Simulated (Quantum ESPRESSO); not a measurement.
# Geometry relaxation, with input and output: TiTe2 (part 1 of 3)

The run: geometry relaxation of TiTe2 (P-3m1, 3 atoms in the cell). Method and program: Kohn-Sham DFT of a periodic cell, PBEsol, GBRV 1.5 PBEsol, no spin polarisation (Quantum ESPRESSO 7.5).

The structure derives from an entry of the Crystallography Open Database.

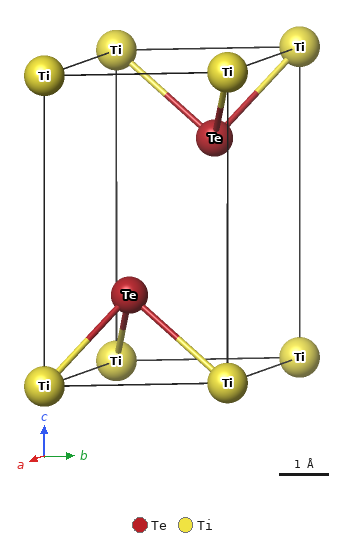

The structure as given in the input (ball-and-stick view of the cell of the calculation, seen slightly off an axis). An atom can appear more than once, as a periodic image. Near neighbours in the periodic cell (some may lie outside the picture): Te has 3 Ti at 2.76 Å; Ti has 6 Te at 2.76 Å.

## The input
```
&CONTROL
  calculation = 'relax'
  prefix = 'pwscf'
  outdir = './tmp'
  pseudo_dir = './pseudo'
  tprnfor = .true.
  tstress = .true.
  disk_io = 'low'
  nstep = 40
  forc_conv_thr = 0.0004
  etot_conv_thr = 1d-05
/
&SYSTEM
  ibrav = 0
  A = 3.777
  nat = 3
  ntyp = 2
  ecutwfc = 45
  ecutrho = 360
  nbnd = 19
  occupations = 'smearing'
  smearing = 'fd'
  degauss = 0.00367493
/
&ELECTRONS
  conv_thr = 6d-10
  electron_maxstep = 120
  mixing_beta = 0.5
/
&IONS
  ion_dynamics = 'bfgs'
/
ATOMIC_SPECIES
Te   127.6000 te_pbesol_v1.uspp.F.UPF
Ti    47.8670 ti_pbesol_v1.4.uspp.F.UPF
CELL_PARAMETERS alat
   1.0000000000    0.0000000000    0.0000000000
  -0.5000000000    0.8660254038    0.0000000000
   0.0000000000    0.0000000000    1.7032088959
ATOMIC_POSITIONS alat
Te    -0.0000000001    0.5773502692    1.2556055981
Te     0.5000000000    0.2886751346    0.4476032979
Ti     0.0000000000    0.0000000000    0.0000000000
K_POINTS automatic
8 8 4 0 0 0
```

Launched with:
```bash
OMP_NUM_THREADS=1 mpirun -n 2 pw.x -nk 2 -in pw.in > pw.out
```

## The program's output
```
This program is part of the open-source Quantum ESPRESSO suite
     for quantum simulation of materials; please cite
         "P. Giannozzi et al., J. Phys.:Condens. Matter 21 395502 (2009);
         "P. Giannozzi et al., J. Phys.:Condens. Matter 29 465901 (2017);
         "P. Giannozzi et al., J. Chem. Phys. 152 154105 (2020);
          URL
     in publications or presentations arising from this work. More details at

     Message from routine setup:
     using ibrav=0 with symmetry is DISCOURAGED, use correct ibrav instead

     K-points division:     npool     =       2
     Subspace diagonalization in iterative solution of the eigenvalue problem:
     a serial algorithm will be used

     G-vector sticks info
     --------------------
     sticks:   dense  smooth     PW     G-vecs:    dense   smooth      PW
     Sum        1261     637    187                61933    21831    3539

     Using Slab Decomposition

     bravais-lattice index     =            0
     lattice parameter (alat)  =       7.1375  a.u.
     unit-cell volume          =     536.3350 (a.u.)^3
     number of atoms/cell      =            3
     number of atomic types    =            2
     number of electrons       =        24.00
     number of Kohn-Sham states=           19
     kinetic-energy cutoff     =      45.0000  Ry
     charge density cutoff     =     360.0000  Ry
     scf convergence threshold =      6.0E-10
     mixing beta               =       0.5000
     number of iterations used =            8  plain     mixing
     energy convergence thresh.=      1.0E-05
     force convergence thresh. =      4.0E-04
     Exchange-correlation= SLA  PW   PSX  PSC
                           (   1   4  10   8   0   0   0)
     nstep                     =           40

     celldm(1)=   7.137496  celldm(2)=   0.000000  celldm(3)=   0.000000
     celldm(4)=   0.000000  celldm(5)=   0.000000  celldm(6)=   0.000000

     crystal axes: (cart. coord. in units of alat)
               a(1) = (   1.000000   0.000000   0.000000 )
               a(2) = (  -0.500000   0.866025   0.000000 )
               a(3) = (   0.000000   0.000000   1.703209 )

     reciprocal axes: (cart. coord. in units 2 pi/alat)
               b(1) = (  1.000000  0.577350 -0.000000 )
               b(2) = (  0.000000  1.154701  0.000000 )
               b(3) = (  0.000000 -0.000000  0.587127 )

     PseudoPot. # 1 for Te read from file:
     te_pbesol_v1.uspp.F.UPF
     Pseudo is Ultrasoft + core correction, Zval =  6.0
     Generated by new atomic code, or converted to UPF format
     Using radial grid of  891 points,  5 beta functions with:
                l(1) =   0
                l(2) =   0
                l(3) =   1
                l(4) =   1
                l(5) =   2
     Q(r) pseudized with  6 coefficients,  rinner =    1.800   1.800   1.800
                                                       1.800   1.800

     PseudoPot. # 2 for Ti read from file:
     ti_pbesol_v1.4.uspp.F.UPF
     Pseudo is Ultrasoft + core correction, Zval = 12.0
     Generated by new atomic code, or converted to UPF format
     Using radial grid of  851 points,  6 beta functions with:
                l(1) =   0
                l(2) =   0
                l(3) =   1
                l(4) =   1
                l(5) =   2
                l(6) =   2
     Q(r) pseudized with  6 coefficients,  rinner =    1.000   1.000   1.000
                                                       1.000   1.000

     atomic species   valence    mass     pseudopotential
     Te                6.00   127.60000     Te( 1.00)
     Ti               12.00    47.86700     Ti( 1.00)

     12 Sym. Ops., with inversion, found

   Cartesian axes

     site n.     atom                  positions (alat units)
         1        Te     tau(   1) = (  -0.0000000   0.5773503   1.2556056  )
         2        Te     tau(   2) = (   0.5000000   0.2886751   0.4476033  )
         3        Ti     tau(   3) = (   0.0000000   0.0000000   0.0000000  )

     number of k points=    35  Fermi-Dirac smearing, width (Ry)=  0.0037
                       cart. coord. in units 2pi/alat
        k(    1) = (   0.0000000   0.0000000   0.0000000), wk =   0.0078125
        k(    2) = (   0.0000000   0.0000000   0.1467818), wk =   0.0156250
        k(    3) = (   0.0000000   0.0000000  -0.2935635), wk =   0.0078125
        k(    4) = (   0.0000000   0.1443376   0.0000000), wk =   0.0468750
        k(    5) = (   0.0000000   0.1443376   0.1467818), wk =   0.0468750
        k(    6) = (   0.0000000   0.1443376  -0.2935635), wk =   0.0468750
        k(    7) = (   0.0000000   0.2886751   0.0000000), wk =   0.0468750
        k(    8) = (   0.0000000   0.2886751   0.1467818), wk =   0.0468750
        k(    9) = (   0.0000000   0.2886751  -0.2935635), wk =   0.0468750
        k(   10) = (   0.0000000   0.4330127   0.0000000), wk =   0.0468750
        k(   11) = (   0.0000000   0.4330127   0.1467818), wk =   0.0468750
        k(   12) = (   0.0000000   0.4330127  -0.2935635), wk =   0.0468750
        k(   13) = (   0.0000000  -0.5773503   0.0000000), wk =   0.0234375
        k(   14) = (   0.0000000  -0.5773503   0.1467818), wk =   0.0468750
        k(   15) = (   0.0000000  -0.5773503  -0.2935635), wk =   0.0234375
        k(   16) = (   0.1250000   0.2165064   0.0000000), wk =   0.0468750
        k(   17) = (   0.1250000   0.2165064   0.1467818), wk =   0.0937500
        k(   18) = (   0.1250000   0.2165064  -0.2935635), wk =   0.0468750
        k(   19) = (   0.1250000   0.3608439   0.0000000), wk =   0.0937500
        k(   20) = (   0.1250000   0.3608439   0.1467818), wk =   0.0937500
        k(   21) = (   0.1250000   0.3608439  -0.2935635), wk =   0.0937500
        k(   22) = (   0.1250000   0.5051815   0.0000000), wk =   0.0937500
        k(   23) = (   0.1250000   0.5051815   0.1467818), wk =   0.0937500
        k(   24) = (   0.1250000   0.5051815  -0.2935635), wk =   0.0937500
        k(   25) = (   0.2500000   0.4330127   0.0000000), wk =   0.0468750
        k(   26) = (   0.2500000   0.4330127   0.1467818), wk =   0.0937500
        k(   27) = (   0.2500000   0.4330127  -0.2935635), wk =   0.0468750
        k(   28) = (   0.2500000   0.5773503   0.0000000), wk =   0.0468750
        k(   29) = (   0.2500000   0.5773503   0.1467818), wk =   0.0937500
        k(   30) = (   0.2500000   0.5773503  -0.2935635), wk =   0.0468750
        k(   31) = (   0.0000000   0.1443376  -0.1467818), wk =   0.0468750
        k(   32) = (   0.0000000   0.2886751  -0.1467818), wk =   0.0468750
        k(   33) = (   0.0000000   0.4330127  -0.1467818), wk =   0.0468750
        k(   34) = (  -0.1250000   0.3608439  -0.1467818), wk =   0.0937500
        k(   35) = (  -0.1250000   0.5051815  -0.1467818), wk =   0.0937500

     Dense  grid:    61933 G-vectors     FFT dimensions: (  45,  45,  75)

     Smooth grid:    21831 G-vectors     FFT dimensions: (  32,  32,  54)

     Check: negative core charge=   -0.000002

     Initial potential from superposition of free atoms

     starting charge      22.9996, renormalised to      24.0000

     negative rho (up, down):  7.563E-04 0.000E+00
     Starting wfcs are   18 randomized atomic wfcs +    1 random wfcs

     Self-consistent Calculation

     iteration #  1     ecut=    45.00 Ry     beta= 0.50
     Davidson diagonalization with overlap
     ethr =  1.00E-02,  avg # of iterations =  4.7

     negative rho (up, down):  5.451E-04 0.000E+00

     total energy              =    -171.73084183 Ry
     estimated scf accuracy    <       0.82652012 Ry

     iteration #  2     ecut=    45.00 Ry     beta= 0.50
     Davidson diagonalization with overlap
     ethr =  3.44E-03,  avg # of iterations =  2.7

     negative rho (up, down):  6.183E-04 0.000E+00

     total energy              =    -171.87390147 Ry
     estimated scf accuracy    <       3.50874878 Ry

     iteration #  3     ecut=    45.00 Ry     beta= 0.50
     Davidson diagonalization with overlap
     ethr =  3.44E-03,  avg # of iterations =  2.1

     negative rho (up, down):  6.353E-04 0.000E+00

     total energy              =    -172.13042488 Ry
     estimated scf accuracy    <       0.08481938 Ry

     iteration #  4     ecut=    45.00 Ry     beta= 0.50
     Davidson diagonalization with overlap
     ethr =  3.53E-04,  avg # of iterations =  3.7

     negative rho (up, down):  5.892E-04 0.000E+00

     total energy              =    -172.10699609 Ry
     estimated scf accuracy    <       1.01687332 Ry

     iteration #  5     ecut=    45.00 Ry     beta= 0.50
     Davidson diagonalization with overlap
     ethr =  3.53E-04,  avg # of iterations =  2.1

     negative rho (up, down):  5.684E-04 0.000E+00

     total energy              =    -172.17255427 Ry
     estimated scf accuracy    <       0.00901802 Ry

     iteration #  6     ecut=    45.00 Ry     beta= 0.50
     Davidson diagonalization with overlap
     ethr =  3.76E-05,  avg # of iterations =  4.2

     negative rho (up, down):  5.624E-04 0.000E+00

     total energy              =    -172.17257778 Ry
     estimated scf accuracy    <       0.00164158 Ry

     iteration #  7     ecut=    45.00 Ry     beta= 0.50
     Davidson diagonalization with overlap
     ethr =  6.84E-06,  avg # of iterations =  3.5

     negative rho (up, down):  5.600E-04 0.000E+00

     total energy              =    -172.17292231 Ry
     estimated scf accuracy    <       0.00084560 Ry

     iteration #  8     ecut=    45.00 Ry     beta= 0.50
     Davidson diagonalization with overlap
     ethr =  3.52E-06,  avg # of iterations =  1.5

     negative rho (up, down):  5.600E-04 0.000E+00

     total energy              =    -172.17298452 Ry
     estimated scf accuracy    <       0.00002158 Ry

     iteration #  9     ecut=    45.00 Ry     beta= 0.50
     Davidson diagonalization with overlap
     ethr =  8.99E-08,  avg # of iterations =  2.0

     negative rho (up, down):  5.602E-04 0.000E+00

     total energy              =    -172.17298275 Ry
     estimated scf accuracy    <       0.00001752 Ry

     iteration # 10     ecut=    45.00 Ry     beta= 0.50
     Davidson diagonalization with overlap
     ethr =  7.30E-08,  avg # of iterations =  1.1

     negative rho (up, down):  5.604E-04 0.000E+00

     total energy              =    -172.17298407 Ry
     estimated scf accuracy    <       0.00000037 Ry

     iteration # 11     ecut=    45.00 Ry     beta= 0.50
     Davidson diagonalization with overlap
     ethr =  1.56E-09,  avg # of iterations =  3.9

     negative rho (up, down):  5.603E-04 0.000E+00

     total energy              =    -172.17298420 Ry
     estimated scf accuracy    <       0.00000002 Ry

     iteration # 12     ecut=    45.00 Ry     beta= 0.50
     Davidson diagonalization with overlap
     ethr =  8.59E-11,  avg # of iterations =  3.3

     negative rho (up, down):  5.604E-04 0.000E+00

     total energy              =    -172.17298419 Ry
     estimated scf accuracy    <       0.00000017 Ry

     iteration # 13     ecut=    45.00 Ry     beta= 0.50
     Davidson diagonalization with overlap
     ethr =  8.59E-11,  avg # of iterations =  2.2

     negative rho (up, down):  5.604E-04 0.000E+00

     total energy              =    -172.17298420 Ry
     estimated scf accuracy    <          2.8E-09 Ry

     iteration # 14     ecut=    45.00 Ry     beta= 0.50
     Davidson diagonalization with overlap
     ethr =  1.16E-11,  avg # of iterations =  1.9

     negative rho (up, down):  5.604E-04 0.000E+00

     End of self-consistent calculation

          k = 0.0000 0.0000 0.0000 (  2743 PWs)   bands (ev):

   -49.2696 -25.6268 -25.6268 -25.5954  -4.5256  -2.9502   2.6612   6.2346
     6.2346   8.3182   8.3513   8.3513   8.6408   9.0238   9.0238  11.0439
    11.0439  12.9123  13.8755

          k = 0.0000 0.0000 0.1468 (  2762 PWs)   bands (ev):

   -49.2696 -25.6268 -25.6268 -25.5954  -4.3580  -3.2621   3.3238   6.2680
     6.2680   6.9725   8.3422   8.3422   8.8526   8.8526   8.9573  11.2916
    11.2916  13.1158  14.7759

          k = 0.0000 0.0000-0.2936 (  2738 PWs)   bands (ev):

   -49.2696 -25.6268 -25.6268 -25.5954  -3.9874  -3.7622   4.6551   5.3045
     6.3035   6.3035   8.3350   8.3350   8.6993   8.6993   9.0209  11.5319
    11.5319  13.4324  14.8227

          k = 0.0000 0.1443 0.0000 (  2723 PWs)   bands (ev):

   -49.2691 -25.6332 -25.6283 -25.5940  -4.3527  -2.8652   2.8725   5.8124
     6.2594   7.3034   7.8865   8.2686   8.4150   8.9953   9.2255  10.7259
    11.0259  13.8638  14.6748

          k = 0.0000 0.1443 0.1468 (  2746 PWs)   bands (ev):

   -49.2691 -25.6332 -25.6283 -25.5940  -4.1888  -3.1585   3.4852   5.7543
     6.3358   7.0951   7.3543   7.7419   8.4722   9.1049   9.4197  10.5031
    11.3813  14.0758  15.1532

          k = 0.0000 0.1443-0.2936 (  2746 PWs)   bands (ev):

   -49.2691 -25.6332 -25.6283 -25.5940  -3.8233  -3.6390   4.7897   4.9505
     6.3164   6.4686   7.1233   7.7780   8.4806   9.1704   9.6303  10.5944
    11.1803  14.0955  14.9402

          k = 0.0000 0.2887 0.0000 (  2735 PWs)   bands (ev):

   -49.2680 -25.6487 -25.6319 -25.5906  -3.8697  -2.6556   3.4747   4.8452
     5.5684   6.2858   7.2784   7.4029   8.1600   9.1636   9.2060  10.9498
    11.1663  13.6466  14.5387

          k = 0.0000 0.2887 0.1468 (  2743 PWs)   bands (ev):

   -49.2680 -25.6487 -25.6319 -25.5906  -3.7125  -2.9037   3.8493   4.9952
     5.6279   6.3722   6.6649   7.1386   8.2594   9.1202   9.2273  10.9583
    11.2006  13.8116  14.2891

          k = 0.0000 0.2887-0.2936 (  2746 PWs)   bands (ev):

   -49.2680 -25.6487 -25.6319 -25.5906  -3.3872  -3.2972   4.2647   4.7376
     5.7657   6.2425   6.5306   7.3456   8.2272   9.3855   9.5569  10.2414
    10.7283  13.3171  14.0419

          k = 0.0000 0.4330 0.0000 (  2715 PWs)   bands (ev):

   -49.2669 -25.6641 -25.6355 -25.5872  -3.2123  -2.4811   3.5518   4.3559
     4.6041   6.2401   6.3248   6.9027   8.0268   9.1286   9.3852  10.7126
    11.3393  13.4258  13.6183

          k = 0.0000 0.4330 0.1468 (  2724 PWs)   bands (ev):

   -49.2669 -25.6641 -25.6355 -25.5872  -3.0664  -2.6628   3.4978   4.1343
     5.3428   5.9219   6.1833   6.9943   8.0623   9.1689   9.2598  11.0698
    11.4980  12.4691  13.5962

          k = 0.0000 0.4330-0.2936 (  2742 PWs)   bands (ev):

   -49.2669 -25.6641 -25.6355 -25.5872  -2.9509  -2.7787   3.4325   3.6968
     5.6690   6.0204   6.6698   7.2992   7.8914   9.2261   9.4387  10.6015
    10.8333  12.5889  12.8675

          k = 0.0000-0.5774 0.0000 (  2726 PWs)   bands (ev):

   -49.2665 -25.6704 -25.6369 -25.5857  -2.7466  -2.5405   2.9611   4.2683
     5.1993   5.5180   6.1927   6.7915   7.9735   9.1196   9.4373  10.3731
    11.4017  13.2471  13.5203

          k = 0.0000-0.5774 0.1468 (  2740 PWs)   bands (ev):

   -49.2665 -25.6704 -25.6369 -25.5858  -2.7554  -2.5132   2.8953   3.7472
     5.3559   6.0191   6.2894   7.0847   7.9160   9.1186   9.4284  10.7750
    10.9725  12.3267  13.1266

          k = 0.0000-0.5774-0.2936 (  2724 PWs)   bands (ev):

   -49.2665 -25.6704 -25.6369 -25.5858  -2.7619  -2.4879   2.8806   3.3562
     5.5516   5.9082   7.0274   7.3348   7.6751   9.1169   9.4159  10.5915
    11.5412  12.0141  12.5818

          k = 0.1250 0.2165 0.0000 (  2739 PWs)   bands (ev):

   -49.2684 -25.6434 -25.6316 -25.5916  -4.0241  -2.7162   3.2801   5.2404
     6.0853   6.2069   6.9946   7.8318   8.3144   9.1451   9.3962  10.4959
    11.1603  14.8762  14.9284

          k = 0.1250 0.2165 0.1468 (  2751 PWs)   bands (ev):

   -49.2684 -25.6434 -25.6316 -25.5916  -3.8745  -2.9629   3.7278   5.2957
     5.8348   6.3129   6.9764   7.3107   8.4922   9.1373   9.5068  10.5779
    10.7371  14.4712  14.9368

          k = 0.1250 0.2165-0.2936 (  2748 PWs)   bands (ev):

   -49.2684 -25.6434 -25.6316 -25.5916  -3.5181  -3.4097   4.4900   4.8968
     5.9587   6.4723   6.5771   6.9401   8.5627   9.2179   9.8023  10.2356
    10.4612  14.6658  14.8533

          k = 0.1250 0.3608 0.0000 (  2732 PWs)   bands (ev):
```
